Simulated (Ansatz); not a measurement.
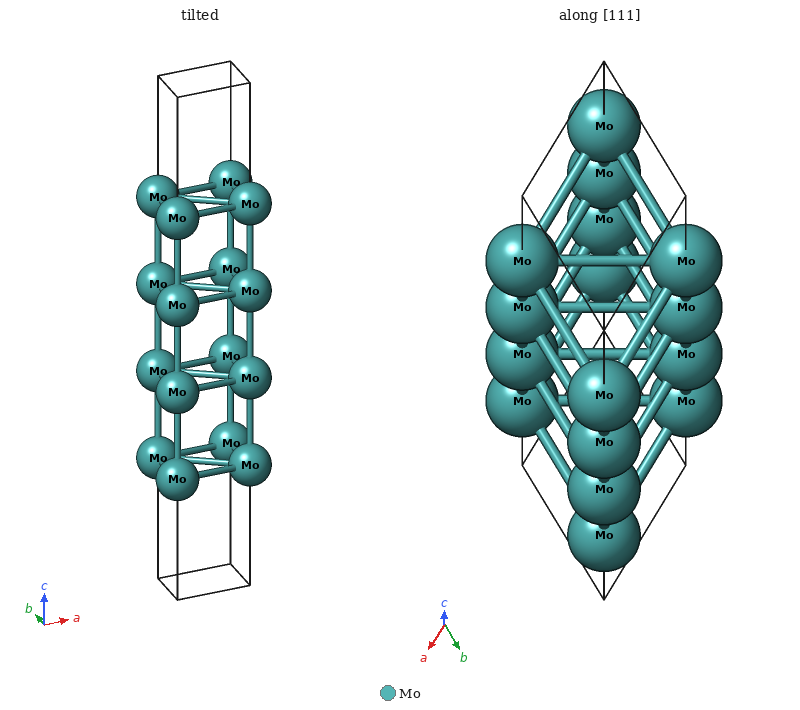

Ball-and-stick representation of a periodic structure, projected slightly off an axis and along [111]. The outline marks the simulation cell. Cell: a = 2.749 Å, b = 2.749 Å, c = 14.636 Å, α = 90.00°, β = 90.00°, γ = 60.00°.

The element is molybdenum. The cell holds four atoms. Mo takes two kinds of site: two a cell with seven Mo at about 2.5 to 2.7 Å; two a cell with eight Mo at about 2.5 to 2.7 Å. The bonds build Mo layers parallel to (001).

It derives from a structure listed in the Materials Project. The cell was then strained or its atoms displaced on purpose. It was run through Ansatz as a DFT input.

At this level of theory the run's own cell isn't at rest (forces up to 0.7 eV/Å), so its distances can differ from those at equilibrium, the more so the softer the solid.
